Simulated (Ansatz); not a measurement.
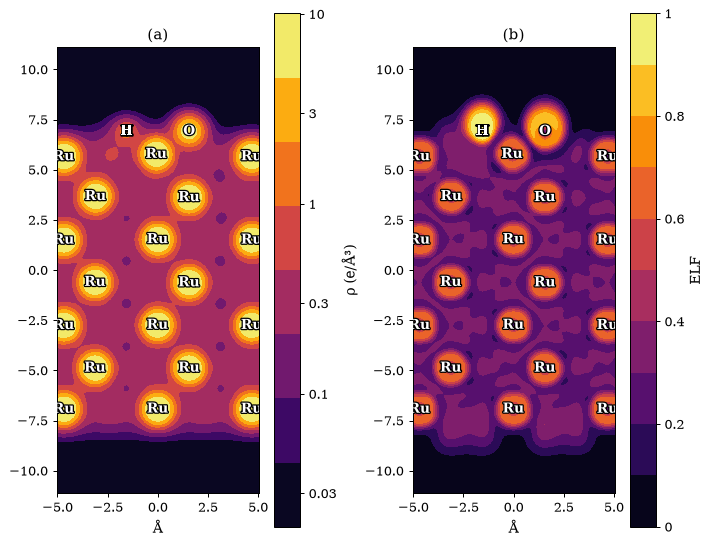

HRu$_{28}$O (slab). (a) valence pseudo-density; (b) electron localisation function on the (11̄0) plane of the calculation cell, a cut from vacuum to vacuum.

Computed without spin polarisation.

Method: DFT r2SCAN, scalar-relativistic, plane waves, PAW (Ansatz 0.2.0).

In a PAW calculation such maps are meaningful between the atoms, not at the nuclei.

**Read the bonding off the picture.**

The section cuts through Ru, O and H sites.
Ru–H (1.89 Å): ρ is about 0.89 e/Å³ halfway; the ELF climbs to about 1 towards the hydrogen.
Ru–O (1.99 Å): ρ at the midpoint is about 0.87 e/Å³; the ELF peaks at about 0.80 in the valence shell of O, 0.6 Å from its nucleus, and drops to about 0.20 between the two atoms: no shared electron pair shows on this line.
Ru–Ru (2.57 Å): ρ at the midpoint is about 0.5 e/Å³; the ELF is about 0.35 at the midpoint.
Ru–Ru (2.57 Å): ρ at the midpoint is about 0.5 e/Å³; the ELF is about 0.35 at the midpoint.
Ru–Ru (2.65 Å): ρ at the midpoint is about 0.43 e/Å³; the ELF is about 0.35 at the midpoint.
The density dies away to nearly zero in the vacuum.
The features right at Ru lie inside the PAW spheres, where the map follows smoothed inner orbitals and isn't to be read closely.
